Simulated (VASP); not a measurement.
# From one sheet to two: 2H-MoS2 monolayer, part 3 of 9

Aim: relax 2H-MoS2 monolayer, place its levels against the vacuum, then find how two sheets stack and bind.

VASP 6.6.1, plane waves and PAW; the level of theory is named at each step.

So far. Step 2 (Relaxing the monolayer): The run ended after 6 ionic steps, 0.002 eV below its first step, once forces and stress met EDIFFG = -0.015. Step 3 (A second relaxation): The start already met the threshold, so nothing moved.

## (4) Vacuum level and density of states

Level of this step: r2SCAN with rVV10, no spin polarisation; plane waves and PAW (Mo, S) (VASP).

A static run writes the electrostatic potential without exchange and correlation (LVHAR), which is flat in the vacuum and gives the level to count from. The dipole correction cancels the field that unlike faces would set up across the vacuum.

File INCAR:

```
SYSTEM = MoS2
PREC = Normal
ENCUT = 350
EDIFF = 1E-06
NELM = 120
ISMEAR = 0
SIGMA = 0.03
LREAL = .FALSE.
ALGO = Normal
METAGGA = R2SCAN
LUSE_VDW = .TRUE.
IVDW_NL = 2
BPARAM = 11.95
CPARAM = 0.0093
LASPH = .TRUE.
NBANDS = 15
LORBIT = 11
LWAVE = .FALSE.
LCHARG = .TRUE.
IDIPOL = 3
LDIPOL = .TRUE.
DIPOL = 0.5 0.5 0.5
LVHAR = .TRUE.
LVACPOTAV = .TRUE.
NEDOS = 1500
LELF = .TRUE.
```

File POSCAR:

```
MoS2
1.0
    3.1738069310      0.0000000000      0.0000000000
   -1.5869034655      2.7485974289      0.0000000000
    0.0000000000      0.0000000000     22.0000000000
Mo S
1 2
Direct
    0.3333333333      0.6666666667      0.5000000000
    0.6666666667      0.3333333333      0.4291524294
    0.6666666667      0.3333333333      0.5708475706
```

File KPOINTS:

```
Automatic mesh
0
Gamma
12 12 1
0 0 0
```

File KPOINTS_OPT:

```
Line mode
14
Line-mode
Reciprocal
  0.00000000   0.00000000   0.00000000 GAMMA
  0.50000000   0.00000000   0.00000000 M

  0.50000000   0.00000000   0.00000000 M
  0.33333333   0.33333333   0.00000000 K

  0.33333333   0.33333333   0.00000000 K
  0.00000000   0.00000000   0.00000000 GAMMA
```

PAW data sets: Mo and S (PBE family, release 64).

On the command line:

```bash
mpirun -np 4 vasp_std
```

What it wrote:

```text
[banner, memory and clock lines left out]
running    4 mpi-ranks, on    1 nodes
 distrk:  each k-point on    4 cores,    1 groups
 distr:  one band on    1 cores,    4 groups

 POSCAR found type information on POSCAR MoS
 POSCAR found :  2 types and       3 ions
 [... a notice as in an earlier step ...]

 [... a notice as in an earlier step ...]

 LDA part: xc-table for (None), standard interpolation
|                                                                             |
|           W    W    AA    RRRRR   N    N  II  N    N   GGGG   !!!           |
|           W    W   A  A   R    R  NN   N  II  NN   N  G    G  !!!           |
|           W    W  A    A  R    R  N N  N  II  N N  N  G       !!!           |
|           W WW W  AAAAAA  RRRRR   N  N N  II  N  N N  G  GGG   !            |
|           WW  WW  A    A  R   R   N   NN  II  N   NN  G    G                |
|           W    W  A    A  R    R  N    N  II  N    N   GGGG   !!!           |
|                                                                             |
|     The number of bands has been changed from the values supplied in        |
|     The orbitals not found in the WAVECAR file will be initialized with     |
|     random numbers, which is usually adequate. For correlated               |
|     calculations, however, you should redo the groundstate calculation.     |
|     I found NBANDS = 15. Now, NBANDS = 16.                                  |
|                                                                             |

 POSCAR, INCAR and KPOINTS ok, starting setup
 FFT: planning ... GRIDC
 FFT: planning ... GRID_SOFT
 FFT: planning ... GRID
 WAVECAR not read
 entering main loop
       N       E                     dE             d eps       ncg     rms          rms(c)
Total rVV10 correction in eV:      0.5468346    24.2361291
DAV:   1     0.867307491908E+02    0.86731E+02   -0.51981E+03   608   0.612E+02
DAV:   2    -0.374988411693E+02   -0.12423E+03   -0.11622E+03   920   0.156E+02
DAV:   3    -0.486866759493E+02   -0.11188E+02   -0.11076E+02   816   0.575E+01
DAV:   4    -0.488793836827E+02   -0.19271E+00   -0.19228E+00   792   0.890E+00
DAV:   5    -0.488842799069E+02   -0.48962E-02   -0.48956E-02   856   0.136E+00    0.262E+01
Total rVV10 correction in eV:      0.5470450    24.2372330
DAV:   6    -0.447826685558E+02    0.41016E+01   -0.64684E+00   784   0.187E+01    0.103E+01
Total rVV10 correction in eV:      0.5415515    24.2385836
DAV:   7    -0.445661200297E+02    0.21655E+00   -0.24163E+00   784   0.147E+01    0.793E+00
Total rVV10 correction in eV:      0.5431589    24.2381057
DAV:   8    -0.443815895823E+02    0.18453E+00   -0.35933E-01   800   0.532E+00    0.800E-01
Total rVV10 correction in eV:      0.5445745    24.2381613
DAV:   9    -0.443925885249E+02   -0.10999E-01   -0.38912E-02   776   0.146E+00    0.299E-01
Total rVV10 correction in eV:      0.5459635    24.2381137
DAV:  10    -0.443923116024E+02    0.27692E-03   -0.19936E-03   816   0.322E-01    0.113E-01
Total rVV10 correction in eV:      0.5467578    24.2379751
DAV:  11    -0.443928033666E+02   -0.49176E-03   -0.57892E-04   720   0.159E-01    0.756E-02
Total rVV10 correction in eV:      0.5474220    24.2378103
DAV:  12    -0.443932462602E+02   -0.44289E-03   -0.18940E-04   720   0.840E-02    0.525E-02
Total rVV10 correction in eV:      0.5488505    24.2372863
DAV:  13    -0.443940907087E+02   -0.84445E-03   -0.77960E-04   664   0.152E-01    0.517E-02
Total rVV10 correction in eV:      0.5489280    24.2371875
DAV:  14    -0.443941536390E+02   -0.62930E-04   -0.28474E-05   720   0.396E-02    0.242E-02
Total rVV10 correction in eV:      0.5494136    24.2367117
DAV:  15    -0.443945385687E+02   -0.38493E-03   -0.88093E-05   680   0.596E-02    0.172E-02
Total rVV10 correction in eV:      0.5496687    24.2364938
DAV:  16    -0.443947378171E+02   -0.19925E-03   -0.39788E-05   744   0.370E-02    0.114E-02
Total rVV10 correction in eV:      0.5497520    24.2363008
DAV:  17    -0.443948927441E+02   -0.15493E-03   -0.37240E-05   752   0.300E-02    0.981E-03
Total rVV10 correction in eV:      0.5497669    24.2361810
DAV:  18    -0.443949821573E+02   -0.89413E-04   -0.16780E-05   784   0.194E-02    0.688E-03
Total rVV10 correction in eV:      0.5497555    24.2361459
DAV:  19    -0.443949983580E+02   -0.16201E-04   -0.17334E-06   760   0.837E-03    0.989E-04
Total rVV10 correction in eV:      0.5497492    24.2361242
DAV:  20    -0.443950072281E+02   -0.88701E-05   -0.91711E-07   656   0.738E-03    0.303E-03
Total rVV10 correction in eV:      0.5497483    24.2361190
DAV:  21    -0.443950087898E+02   -0.15617E-05   -0.26331E-07   632   0.466E-03    0.905E-04
Total rVV10 correction in eV:      0.5497474    24.2361183
DAV:  22    -0.443950096194E+02   -0.82960E-06   -0.10483E-07   528   0.288E-03
|                                                                             |
|           W    W    AA    RRRRR   N    N  II  N    N   GGGG   !!!           |
|           W    W   A  A   R    R  NN   N  II  NN   N  G    G  !!!           |
|           W    W  A    A  R    R  N N  N  II  N N  N  G       !!!           |
|           W WW W  AAAAAA  RRRRR   N  N N  II  N  N N  G  GGG   !            |
|           WW  WW  A    A  R   R   N   NN  II  N   NN  G    G                |
|           W    W  A    A  R    R  N    N  II  N    N   GGGG   !!!           |
|                                                                             |
|     Did not find any points to average over, which means that no vacuum     |
|     field-free region was found. Please increase the size of  your cell     |
|     in the dimension of the dipole correction to obtain accurate            |
|     workfunction values.                                                    |
|                                                                             |

Total rVV10 correction in eV:      0.5497461    24.2361210
Total rVV10 correction in eV:      0.5497467    24.2361194
   1 F= -.44395010E+02 E0= -.44395010E+02  d E =-.124634E-10
 Start KPOINTS_OPT (optional k-point list driver)
k-point batch [1-19\42]
       N       E                     dE             ncg
DAV:   1    -0.399340482864E+03   -0.66506E+04      608
DAV:   2    -0.264718439911E+04   -0.22478E+04      984
DAV:   3    -0.282306333283E+04   -0.17588E+03      800
DAV:   4    -0.282560655927E+04   -0.25432E+01      784
DAV:   5    -0.282565942743E+04   -0.52868E-01      840
DAV:   6    -0.282566176927E+04   -0.23418E-02      840
DAV:   7    -0.282566181838E+04   -0.49108E-04      864
DAV:   8    -0.282566182060E+04   -0.22213E-05      680
DAV:   9    -0.282566182076E+04   -0.15973E-06      600
[...]
k-point batch [39-42\42]
       N       E                     dE             ncg
DAV:   1     0.692957457118E+04   -0.26351E+03      136
DAV:   2     0.656129065776E+04   -0.36828E+03      168
DAV:   3     0.652101869402E+04   -0.40272E+02      176
DAV:   4     0.652005521139E+04   -0.96348E+00      144
DAV:   5     0.652003460010E+04   -0.20611E-01      184
DAV:   6     0.652003403175E+04   -0.56834E-03      176
DAV:   7     0.652003402095E+04   -0.10804E-04      200
DAV:   8     0.652003402090E+04   -0.53873E-07      136
```

It took 66 s on 4 MPI ranks of AMD EPYC 7R43, shared host; peak memory 0.61 GiB.

OUTCAR, selected parts (step 4):

```text
The static configuration has the point symmetry D_3h.

 Found     19 irreducible k-points:

   k-points           NKPTS =     19   k-points in BZ     NKDIM =     19   number of bands    NBANDS=     16

   NELECT =      18.0000    total number of electrons

 E-fermi :  -2.9368

 k-point     1 :       0.0000    0.0000    0.0000
  band No.  band energies     occupation
    ...
      5      -5.8196      2.00000
      6      -4.9255      2.00000
      7      -4.6425      2.00000
      8      -4.6425      2.00000
      9      -3.0587      2.00000
     10      -0.0584      0.00000
     11      -0.0584      0.00000
     12       0.1709      0.00000
     13       0.1709      0.00000
     14       2.9321      0.00000
    ...

 k-point     2 :       0.0833   -0.0000    0.0000
  band No.  band energies     occupation
    ...
      5      -5.7066      2.00000
      6      -5.4399      2.00000
      7      -4.8137      2.00000
      8      -4.2944      2.00000
      9      -3.1135      2.00000
     10      -0.1834      0.00000
     11      -0.1073      0.00000
     12       0.0491      0.00000
     13       0.1251      0.00000
     14       3.0948      0.00000
    ...

  Total       -0.0139025     -0.0139025     -0.0235441      0.0000000      0.0000000     -0.0000000
  in kB       -0.1160618     -0.1160618     -0.1965522      0.0000000      0.0000000     -0.0000000
  external PRESSURE =      -0.1428919 kB  Pullay stress =       0.0000000 kB

 POSITION                                       TOTAL-FORCE (eV/Angst)
 -----------------------------------------------------------------------------------
     -0.00000      1.83240     11.00000         0.000000      0.000000      0.000000
      1.58690      0.91620      9.44135        -0.000000      0.000000     -0.005951
      1.58690      0.91620     12.55865        -0.000000      0.000000      0.005951
 -----------------------------------------------------------------------------------
    total drift:                                0.000004     -0.000002      0.000000

  FREE ENERGIE OF THE ION-ELECTRON SYSTEM (eV)
  ---------------------------------------------------
  free  energy   TOTEN  =       -44.3950096194 eV

  energy  without entropy=      -44.3950096194  energy(sigma->0) =      -44.39500962

 vacuum level on the upper side and lower side of the slab         3.118         3.118

[... 9 parts as in an earlier step ...]

[... 5 further parts left out ...]
```

This step gave:

```
Fermi energy                                      : -2.937 eV
least gap on mesh and path                        : 1.801 eV
least direct gap on mesh and path                 : 1.806 eV
vacuum levels                                     : 3.118, 3.118 eV
ionisation potentials of the upper and lower face : 6.177, 6.177 eV
electron affinities of the upper and lower face   : 4.376, 4.376 eV
```

Electronic bands along the path, in eV, zero at the valence-band top; v1 is the highest filled band, c1 the lowest empty one:

```tsv
point	v4	v3	v2	v1	c1	c2	c3	c4
Γ	-1.87	-1.58	-1.58	0.00	3.00	3.00	3.23	3.23
M	-3.34	-1.99	-1.03	-0.66	2.38	2.91	4.26	4.57
K	-3.74	-3.03	-2.29	0.00	1.80	3.27	3.77	5.24
Γ	-1.87	-1.58	-1.58	0.00	3.00	3.00	3.23	3.23
```

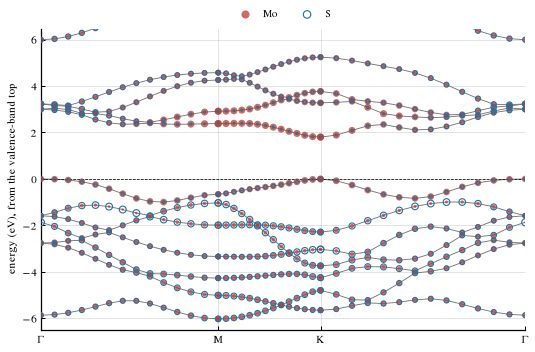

Electronic bands along the path; dots are coloured as in the legend, and their area grows with the weight.

Zero at the Fermi level. The planar average of the electrostatic potential by height:

```tsv
height (Å)	planar average of the electrostatic potential (eV)
0	6.06
1	6.06
2	6.06
3	6.06
4	6.06
5	6.06
6	6.05
7	6.03
8	5.52
9	-6.61
10	-7.24
11	-8.40
12	-7.24
13	-6.61
14	5.52
15	6.03
16	6.05
17	6.06
18	6.06
19	6.06
20	6.06
21	6.06
```

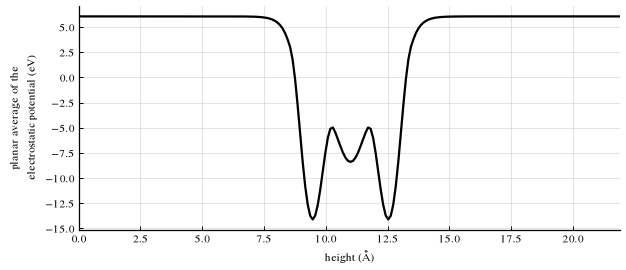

Planar average of the electrostatic potential, plotted against height.

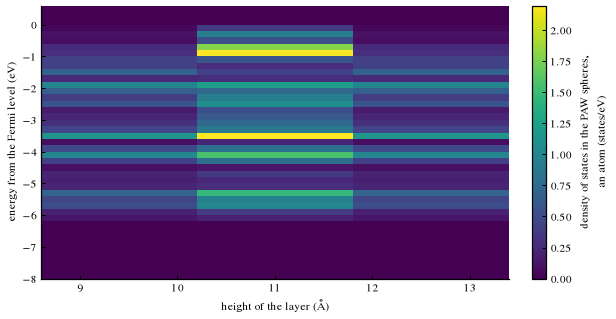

Density of states in the PAW spheres, an atom over height of the layer and energy from the Fermi level.

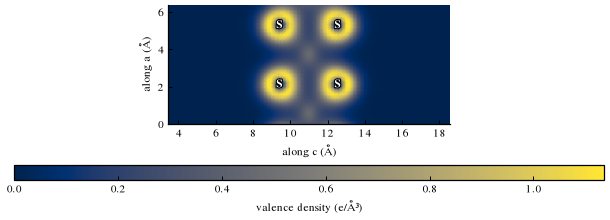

Valence density in the ca plane at fractional y = 0.333, with atoms of S within 0.2 Å of it. It is the smooth field of the valence electrons, not physical close to the nuclei. The far vacuum is left out of the map.

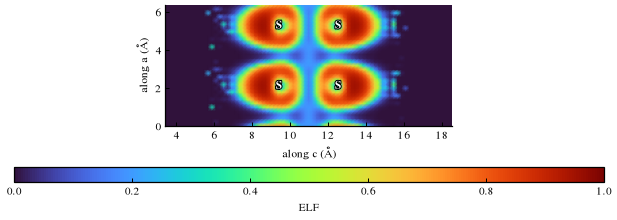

ELF in the ca plane at fractional y = 0.333, with atoms of S within 0.2 Å of it. It is the smooth field of the valence electrons, not physical close to the nuclei. The far vacuum is left out of the map.

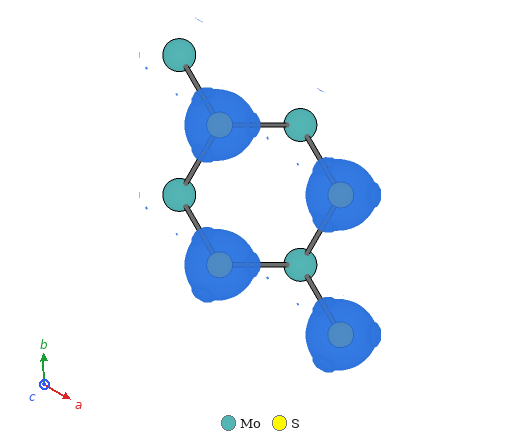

Surface of ELF = 0.85. 2×2×1 cells are drawn.

The map of layer states is cut here 0.5 eV above the Fermi level, so it leaves out the states above that.

The vacuum level lies 6.18 eV above the highest filled level at the upper face; both faces agree, as the slab has next to no dipole.

The program found no field-free point at its default tolerance, but its printed level agrees with the flat part of the planar average.

(Part 3 of 9 ends here.)

[Lines on the potential files, build, host, timing and source positions are cut from VASP's logs without a mark.]

[Logs are printed without paths, hosts, clocks, repeated set-up lines and the standing remarks that a program may print on its own settings, such as how far it seeks lower states.]

[Hosts, paths, dates, database ids (printed as entryN), source tags and the programs' standing remarks are cut or masked in the printed files.]

[Runs that stopped without an error message from VASP are left out.]
